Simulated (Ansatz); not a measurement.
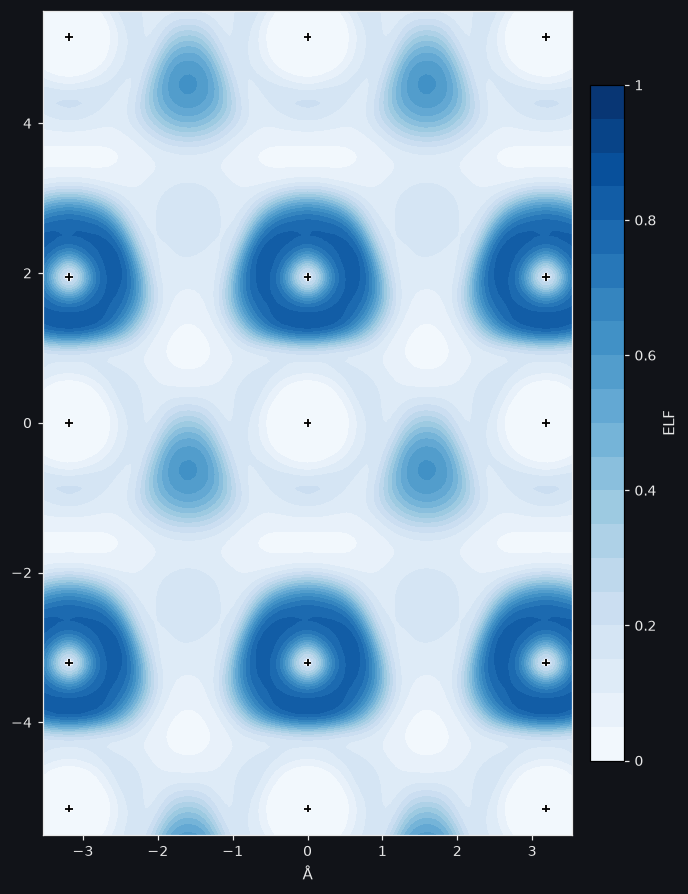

The ELF on a plane through atoms (crosses mark nuclei in the plane).

Method: DFT LDA, scalar-relativistic, plane waves, PAW (Ansatz 0.2.0).

Candidates:
A. MoS$_{2}$, a = 3.15 Å, b = 3.15 Å, c = 28.00 Å, α = 90.00°, β = 90.00°, γ = 120.00°. Space group P3m1; a generated structure, not necessarily the stable one; computed without spin polarisation.
B. ZnO, a = 6.37 Å, b = 6.37 Å, c = 10.30 Å, α = 90.00°, β = 90.00°, γ = 120.00°. Space group P6₃mc.
C. GaN, a = 3.15 Å, b = 3.15 Å, c = 5.14 Å, α = 90.00°, β = 90.00°, γ = 120.00°. Space group P6₃mc.

> Which system is this?

Candidate B: ZnO on the (100) plane of the calculation cell, which holds Zn and O. Zn–O (1.95 Å): the ELF peaks at about 0.85 in the valence shell of O, 0.6 Å from its nucleus, and is about 0.25 at the midpoint; no shared electron pair shows on this line.
